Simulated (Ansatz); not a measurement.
## Geometry relaxation of In17P15 (charge −1) (part 3 of 3)

The same run, continued: In17P15 (defect cell, 32 atoms in the cell, total charge −1); DFT PBE, scalar-relativistic, plane waves, PAW, spin-polarised (Ansatz 0.2.0); cutoff 420 eV, 2×2×2 k-mesh, Gaussian smearing of 0.02 eV, collinear spins. The structure derives from a Materials Project entry. It belongs to a series of runs on one base structure; here: In on a P site (d), charge -1, atoms relaxed at the host's cell.

## Output, continued
```
--- Relaxed structure (3 steps of the walk, 2 accepted, 0 SCFs on fresh bases) ---
  F+E_penalty+E_count = -106496.53506397 eV   max|allowed force component| = 1.916e-2 eV/Å
  atoms:
    - { symbol: In, position: [0.0, 0.23777956091901736, 0.75] }
    - { symbol: In, position: [0.7490855846080893, 0.24908558460808922, 0.9967772057617221] }
    - { symbol: In, position: [0.502308378846367, 0.2532227942382779, 0.2523083788463671] }
    - { symbol: In, position: [0.2509144153919108, -0.002308378846367004, 0.7500000000000001] }
    - { symbol: In, position: [0.24677720576172213, 0.24908558460808922, 0.4990855846080892] }
    - { symbol: In, position: [1.0, 0.997691621153633, 1.000914415391911] }
    - { symbol: In, position: [0.7532227942382779, 0.0023083788463670873, 0.2523083788463671] }
    - { symbol: In, position: [0.4976916211536329, 0.7509144153919107, 0.7500000000000001] }
    - { symbol: In, position: [0.502308378846367, 0.0023083788463671238, 0.5032227942382779] }
    - { symbol: In, position: [0.26222043908098264, 0.7622204390809827, 1.0122204390809828] }
    - { symbol: In, position: [0.0, 0.7509144153919107, 0.24769162115363297] }
    - { symbol: In, position: [0.7377795609190173, 0.5, 0.7500000000000001] }
    - { symbol: In, position: [0.7490855846080893, 0.7467772057617221, 0.4990855846080892] }
    - { symbol: In, position: [0.4976916211536329, 0.5, 1.0009144153919107] }
    - { symbol: In, position: [0.25091441539191073, 0.49999999999999994, 0.2476916211536329] }
    - { symbol: In, position: [-8.673617379884035e-19, 0.5, 0.48777956091901736] }
    - { symbol: In, position: [0.0, 0.5, 0.75] }
    - { symbol: P, position: [0.7461039220142264, 0.49999999999999994, 0.00275036635518823] }
    - { symbol: P, position: [0.5, 0.5, 0.25] }
    - { symbol: P, position: [0.2527503663551882, 0.2461039220142264, 0.75] }
    - { symbol: P, position: [0.2527503663551882, 0.5, 0.4961039220142264] }
    - { symbol: P, position: [0.0, 0.24610392201422637, 0.00275036635518823] }
    - { symbol: P, position: [0.7472496336448118, 0.2472496336448118, 0.24335355565903813] }
    - { symbol: P, position: [0.5, 0.0, 0.75] }
    - { symbol: P, position: [0.49335355565903816, 0.24724963364481178, 0.4972496336448118] }
    - { symbol: P, position: [0.2538960779857736, 0.006646444340961871, 0.003896077985773655] }
    - { symbol: P, position: [0.0, 0.0, 0.25] }
    - { symbol: P, position: [0.7461039220142264, 0.7527503663551882, 0.75] }
    - { symbol: P, position: [0.7472496336448118, -0.006646444340961816, 0.4972496336448117] }
    - { symbol: P, position: [0.5066464443409617, 0.7538960779857736, 0.003896077985773655] }
    - { symbol: P, position: [0.2538960779857736, 0.7538960779857736, 0.25664644434096184] }
    - { symbol: P, position: [0.0, 0.7527503663551882, 0.4961039220142265] }
--- Löwdin populations: 32 sites ---
  site symbol       q [e]    m [muB]
     0     In     12.8254     0.0309
     1     In     12.7221     0.0008
     2     In     12.7221     0.0008
     3     In     12.7221     0.0008
     4     In     12.7221     0.0008
     5     In     12.7221     0.0008
     6     In     12.7221     0.0008
     7     In     12.7221     0.0008
     8     In     12.7221     0.0008
     9     In     12.8254     0.0309
    10     In     12.7221     0.0008
    11     In     12.8254     0.0309
    12     In     12.7221     0.0008
    13     In     12.7221     0.0008
    14     In     12.7221     0.0008
    15     In     12.8254     0.0309
    16     In     13.2776     0.1367
    17      P      5.2674     0.0150
    18      P      5.2818     0.0153
    19      P      5.2674     0.0150
    20      P      5.2674     0.0150
    21      P      5.2674     0.0150
    22      P      5.2674     0.0150
    23      P      5.2818     0.0153
    24      P      5.2674     0.0150
    25      P      5.2674     0.0150
    26      P      5.2818     0.0153
    27      P      5.2674     0.0150
    28      P      5.2674     0.0150
    29      P      5.2674     0.0150
    30      P      5.2674     0.0150
    31      P      5.2674     0.0150
  spilling = 0.002364 (of n_electrons = 297.000000)
```

## File populations.tsv
```
# site	symbol	l	j	q_up	q_dn
# orbitals = lowdin
# n_electrons = 297.000000
# spilling = 0.002364
0	In	0_5S	-	0.542897	0.538809
0	In	1_5P	-	0.895507	0.869161
0	In	2_4D	-	4.989734	4.989274
1	In	0_5S	-	0.530735	0.530886
1	In	1_5P	-	0.840081	0.839283
1	In	2_4D	-	4.990615	4.990477
2	In	0_5S	-	0.530735	0.530886
2	In	1_5P	-	0.840081	0.839283
2	In	2_4D	-	4.990615	4.990477
3	In	0_5S	-	0.530735	0.530886
3	In	1_5P	-	0.840081	0.839283
3	In	2_4D	-	4.990615	4.990477
4	In	0_5S	-	0.530735	0.530886
4	In	1_5P	-	0.840081	0.839283
4	In	2_4D	-	4.990615	4.990477
5	In	0_5S	-	0.530735	0.530886
5	In	1_5P	-	0.840081	0.839283
5	In	2_4D	-	4.990615	4.990477
6	In	0_5S	-	0.530735	0.530886
6	In	1_5P	-	0.840081	0.839283
6	In	2_4D	-	4.990615	4.990477
7	In	0_5S	-	0.530735	0.530886
7	In	1_5P	-	0.840081	0.839283
7	In	2_4D	-	4.990615	4.990477
8	In	0_5S	-	0.530735	0.530886
8	In	1_5P	-	0.840081	0.839283
8	In	2_4D	-	4.990615	4.990477
9	In	0_5S	-	0.542897	0.538809
9	In	1_5P	-	0.895507	0.869161
9	In	2_4D	-	4.989734	4.989274
10	In	0_5S	-	0.530735	0.530886
10	In	1_5P	-	0.840081	0.839283
10	In	2_4D	-	4.990615	4.990477
11	In	0_5S	-	0.542897	0.538809
11	In	1_5P	-	0.895507	0.869161
11	In	2_4D	-	4.989734	4.989274
12	In	0_5S	-	0.530735	0.530886
12	In	1_5P	-	0.840081	0.839283
12	In	2_4D	-	4.990615	4.990477
13	In	0_5S	-	0.530735	0.530886
13	In	1_5P	-	0.840081	0.839283
13	In	2_4D	-	4.990615	4.990477
14	In	0_5S	-	0.530735	0.530886
14	In	1_5P	-	0.840081	0.839283
14	In	2_4D	-	4.990615	4.990477
15	In	0_5S	-	0.542897	0.538809
15	In	1_5P	-	0.895507	0.869161
15	In	2_4D	-	4.989734	4.989274
16	In	0_5S	-	0.530100	0.529385
16	In	1_5P	-	1.191999	1.056214
16	In	2_4D	-	4.985054	4.984822
17	P	0_3S	-	0.720344	0.719654
17	P	1_3P	-	1.920842	1.906531
18	P	0_3S	-	0.717457	0.716893
18	P	1_3P	-	1.931079	1.916371
19	P	0_3S	-	0.720344	0.719654
19	P	1_3P	-	1.920842	1.906531
20	P	0_3S	-	0.720344	0.719654
20	P	1_3P	-	1.920842	1.906531
21	P	0_3S	-	0.720344	0.719654
21	P	1_3P	-	1.920842	1.906531
22	P	0_3S	-	0.720344	0.719654
22	P	1_3P	-	1.920842	1.906531
23	P	0_3S	-	0.717457	0.716893
23	P	1_3P	-	1.931079	1.916371
24	P	0_3S	-	0.720344	0.719654
24	P	1_3P	-	1.920842	1.906531
25	P	0_3S	-	0.720344	0.719654
25	P	1_3P	-	1.920842	1.906531
26	P	0_3S	-	0.717457	0.716893
26	P	1_3P	-	1.931079	1.916371
27	P	0_3S	-	0.720344	0.719654
27	P	1_3P	-	1.920842	1.906531
28	P	0_3S	-	0.720344	0.719654
28	P	1_3P	-	1.920842	1.906531
29	P	0_3S	-	0.720344	0.719654
29	P	1_3P	-	1.920842	1.906531
30	P	0_3S	-	0.720344	0.719654
30	P	1_3P	-	1.920842	1.906531
31	P	0_3S	-	0.720344	0.719654
31	P	1_3P	-	1.920842	1.906531
```

## Trajectory as extended XYZ (Å, eV, eV/Å), 3 frames, from step=1 to step=3
```
32
Lattice="-5.9598 5.9598 -5.9598 5.9598 -5.9598 -5.9598 -5.9598 -5.9598 5.9598" Properties=species:S:1:pos:R:3:forces:R:3 step=1 energy=-106496.47508
In   -3.0870   -5.8527    3.0870    0.2824  -0.2824  -0.2824
In   -8.9193   -2.9595   -0.0044   -0.0179  -0.0179   0.0428
In   -2.9843   -0.0204   -3.0003    0.0428   0.0179   0.0179
In   -5.9802   -2.9595    2.9843    0.0179  -0.0179  -0.0428
In   -2.9595   -2.9843    0.0204   -0.0179   0.0428  -0.0179
In   -5.9802   -5.9554   -5.9394    0.0179  -0.0428  -0.0179
In   -5.9802    2.9755   -3.0003    0.0179   0.0428   0.0179
In   -2.9595   -5.9802   -2.9755   -0.0179   0.0179  -0.0428
In   -5.9802   -0.0204   -0.0044    0.0179   0.0179   0.0428
In   -3.0870   -9.0468   -0.1071    0.2824   0.2824   0.2824
In    3.0003   -5.9554   -3.0003   -0.0179  -0.0428   0.0179
In   -5.8527   -3.0870   -2.8728   -0.2824   0.2824  -0.2824
In   -2.9843   -2.9595   -5.9394    0.0428  -0.0179  -0.0179
In   -5.9554   -5.9802    0.0204   -0.0428   0.0179  -0.0179
In    0.0044   -2.9595   -3.0003   -0.0428  -0.0179   0.0179
In    0.1071   -5.8527   -0.1071   -0.2824  -0.2824   0.2824
In   -1.4899   -7.4497    1.4899    0.0000   0.0000   0.0000
P    -1.4922    1.4528   -7.4126    0.0448  -0.0906   0.0906
P    -1.4899   -1.4899   -4.4698    0.0000   0.0000   0.0000
P    -4.5070   -4.4327    1.4877   -0.0906   0.0906   0.0448
P    -1.4922   -4.4327   -1.5271    0.0448   0.0906  -0.0906
P     1.4528   -1.4922   -1.4528   -0.0906   0.0448   0.0906
P    -4.4327    1.5271   -4.4676    0.0906   0.0906  -0.0448
P    -7.4497   -1.4899    1.4899    0.0000   0.0000   0.0000
P    -4.4327   -1.4877   -1.4528    0.0906  -0.0448   0.0906
P    -1.4877    1.4528   -1.5271   -0.0448  -0.0906  -0.0906
P    -1.4899   -1.4899    1.4899    0.0000   0.0000   0.0000
P    -4.4327   -4.5070   -4.4721    0.0906  -0.0906   0.0448
P    -7.4475    1.5271   -1.4528   -0.0448   0.0906   0.0906
P     1.4528   -1.4877   -7.4869   -0.0906  -0.0448  -0.0906
P     1.4528   -4.5070   -4.4676   -0.0906  -0.0906  -0.0448
P     1.5271   -7.4520   -1.5271    0.0906   0.0448  -0.0906
32
Lattice="-5.9598 5.9598 -5.9598 5.9598 -5.9598 -5.9598 -5.9598 -5.9598 5.9598" Properties=species:S:1:pos:R:3:forces:R:3 step=2 energy=-106496.43497 accepted=F
In   -3.0135   -5.9262    3.0135   -0.4127   0.4127   0.4127
In   -8.9185   -2.9587   -0.0078   -0.0454  -0.0454  -0.0658
In   -2.9877   -0.0212   -3.0011   -0.0658   0.0454   0.0454
In   -5.9809   -2.9587    2.9877    0.0454  -0.0454   0.0658
In   -2.9587   -2.9877    0.0212   -0.0454  -0.0658  -0.0454
In   -5.9809   -5.9520   -5.9386    0.0454   0.0658  -0.0454
In   -5.9809    2.9721   -3.0011    0.0454  -0.0658   0.0454
In   -2.9587   -5.9809   -2.9721   -0.0454   0.0454   0.0658
In   -5.9809   -0.0212   -0.0078    0.0454   0.0454  -0.0658
In   -3.0135   -8.9733   -0.0336   -0.4127  -0.4127  -0.4127
In    3.0011   -5.9520   -3.0011   -0.0454   0.0658   0.0454
In   -5.9262   -3.0135   -2.9463    0.4127  -0.4127   0.4127
In   -2.9877   -2.9587   -5.9386   -0.0658  -0.0454  -0.0454
In   -5.9520   -5.9809    0.0212    0.0658   0.0454  -0.0454
In    0.0078   -2.9587   -3.0011    0.0658  -0.0454   0.0454
In    0.0336   -5.9262   -0.0336    0.4127   0.4127  -0.4127
In   -1.4899   -7.4497    1.4899    0.0000   0.0000   0.0000
P    -1.4754    1.4545   -7.4143   -0.0308   0.0333  -0.0333
P    -1.4899   -1.4899   -4.4698    0.0000   0.0000   0.0000
P    -4.5052   -4.4344    1.5045    0.0333  -0.0333  -0.0308
P    -1.4754   -4.4344   -1.5253   -0.0308  -0.0333   0.0333
P     1.4545   -1.4754   -1.4545    0.0333  -0.0308  -0.0333
P    -4.4344    1.5253   -4.4844   -0.0333  -0.0333   0.0308
P    -7.4497   -1.4899    1.4899    0.0000   0.0000   0.0000
P    -4.4344   -1.5045   -1.4545   -0.0333   0.0308  -0.0333
P    -1.5045    1.4545   -1.5253    0.0308   0.0333   0.0333
P    -1.4899   -1.4899    1.4899    0.0000   0.0000   0.0000
P    -4.4344   -4.5052   -4.4553   -0.0333   0.0333  -0.0308
P    -7.4643    1.5253   -1.4545    0.0308  -0.0333  -0.0333
P     1.4545   -1.5045   -7.4851    0.0333   0.0308   0.0333
P     1.4545   -4.5052   -4.4844    0.0333   0.0333   0.0308
P     1.5253   -7.4352   -1.5253   -0.0333  -0.0308   0.0333
32
Lattice="-5.9598 5.9598 -5.9598 5.9598 -5.9598 -5.9598 -5.9598 -5.9598 5.9598" Properties=species:S:1:pos:R:3:forces:R:3 step=3 energy=-106496.53506
In   -3.0527   -5.8870    3.0527   -0.0192   0.0192   0.0192
In   -8.9205   -2.9607   -0.0083    0.0022   0.0022   0.0002
In   -2.9882   -0.0192   -2.9991    0.0002  -0.0022  -0.0022
In   -5.9790   -2.9607    2.9882   -0.0022   0.0022  -0.0002
In   -2.9607   -2.9882    0.0192    0.0022   0.0002   0.0022
In   -5.9790   -5.9515   -5.9406   -0.0022  -0.0002   0.0022
In   -5.9790    2.9716   -2.9991   -0.0022   0.0002  -0.0022
In   -2.9607   -5.9790   -2.9716    0.0022  -0.0022  -0.0002
In   -5.9790   -0.0192   -0.0083   -0.0022  -0.0022   0.0002
In   -3.0527   -9.0125   -0.0728   -0.0192  -0.0192  -0.0192
In    2.9991   -5.9515   -2.9991    0.0022  -0.0002  -0.0022
In   -5.8870   -3.0527   -2.9071    0.0192  -0.0192   0.0192
In   -2.9882   -2.9607   -5.9406    0.0002   0.0022   0.0022
In   -5.9515   -5.9790    0.0192   -0.0002  -0.0022   0.0022
In    0.0083   -2.9607   -2.9991   -0.0002   0.0022  -0.0022
In    0.0728   -5.8870   -0.0728    0.0192   0.0192  -0.0192
In   -1.4899   -7.4497    1.4899    0.0000   0.0000   0.0000
P    -1.4831    1.4503   -7.4101   -0.0039  -0.0003   0.0003
P    -1.4899   -1.4899   -4.4698    0.0000   0.0000   0.0000
P    -4.5095   -4.4302    1.4968   -0.0003   0.0003  -0.0039
P    -1.4831   -4.4302   -1.5296   -0.0039   0.0003  -0.0003
P     1.4503   -1.4831   -1.4503   -0.0003  -0.0039   0.0003
P    -4.4302    1.5296   -4.4767    0.0003   0.0003   0.0039
P    -7.4497   -1.4899    1.4899    0.0000   0.0000   0.0000
P    -4.4302   -1.4968   -1.4503    0.0003   0.0039   0.0003
P    -1.4968    1.4503   -1.5296    0.0039  -0.0003  -0.0003
P    -1.4899   -1.4899    1.4899    0.0000   0.0000   0.0000
P    -4.4302   -4.5095   -4.4630    0.0003  -0.0003  -0.0039
P    -7.4566    1.5296   -1.4503    0.0039   0.0003   0.0003
P     1.4503   -1.4968   -7.4893   -0.0003   0.0039  -0.0003
P     1.4503   -4.5095   -4.4767   -0.0003  -0.0003   0.0039
P     1.5296   -7.4429   -1.5296    0.0003  -0.0039  -0.0003
```

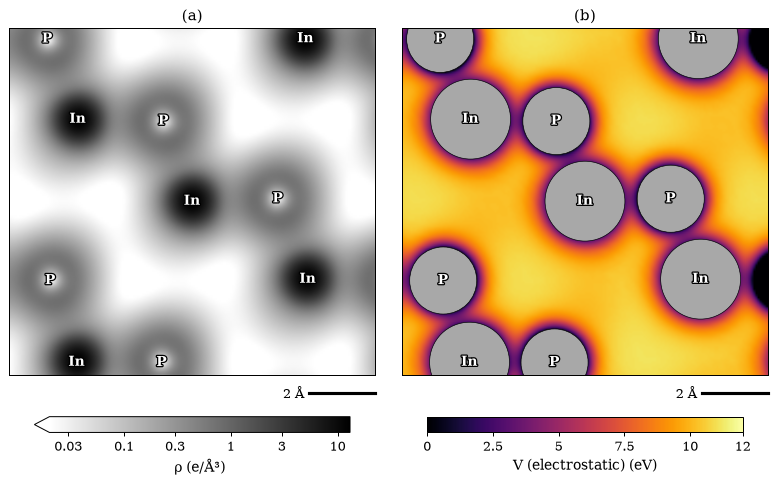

Figure 1. (a) valence electron density; (b) electrostatic potential energy of an electron on the (010) plane of the calculation cell. Grey discs, where drawn, cover atomic cores. The section cuts through In and P sites. In–P (2.58 Å): the density is about 0.42 e/Å³ at the midpoint. Away from the nuclei the density in this plane falls to 0.01 e/Å³ at its lowest. Outside the cores the potential energy rises away from the atoms and is highest about 2.5 Å from the nearest atoms; outside the discs it spans about 10 eV, and its zero is arbitrary. Core electrons are frozen (PAW), so the fields are smoothed inside the atomic spheres.

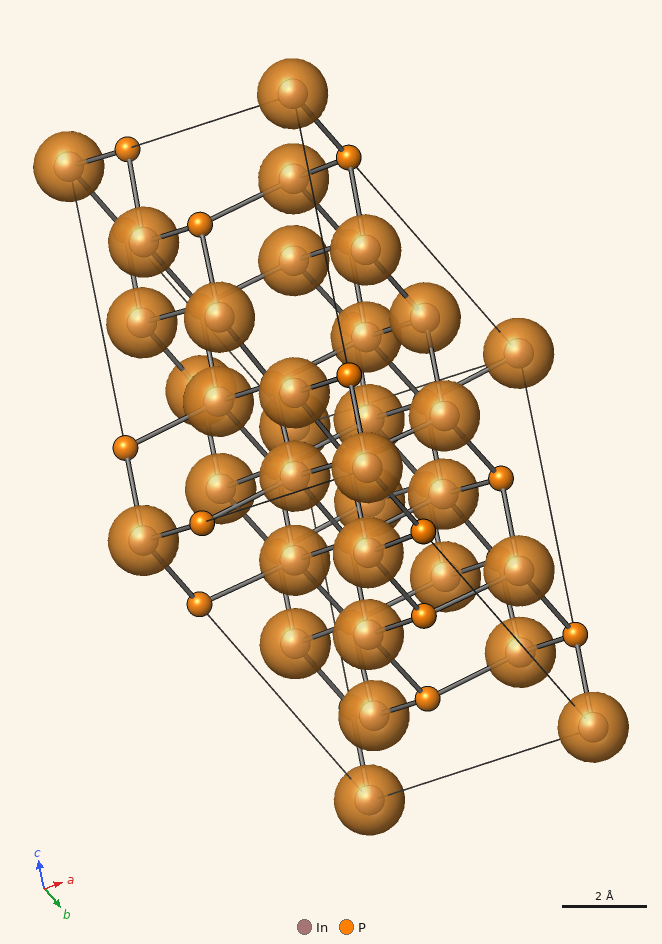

Figure 2. Isosurface of the valence pseudo-density at 1 e/Å³ (orange), seen at an oblique angle. Sticks mark near contacts. The outline is the calculation cell. At this value the density breaks into separate islands; it holds about 50 % of the electrons treated as valence (semicore included). It is pinched off along the In–P (2.56 Å) and In–In (2.71 Å) contacts. On the grid the lowest density along these lines, outside the cores, is 0.44 e/Å³ (In–P, 2.56 Å) and 0.36 e/Å³ (In–In, 2.71 Å).

## Key numbers

```tsv
quantity	value
outcome	converged
electrons treated	297
free energy	−106496.5351 eV
Fermi energy	7.031 eV
gap on the k-point mesh	none (metallic)
net moment of the cell	0.50 μB
integrated absolute moment	0.52 μB
final volume	846.74 Å³
largest force (length of the vector) at the end	0.033 eV/Å
wall time	2.1 min (CPU time 8 min)
peak memory	3 GiB
```
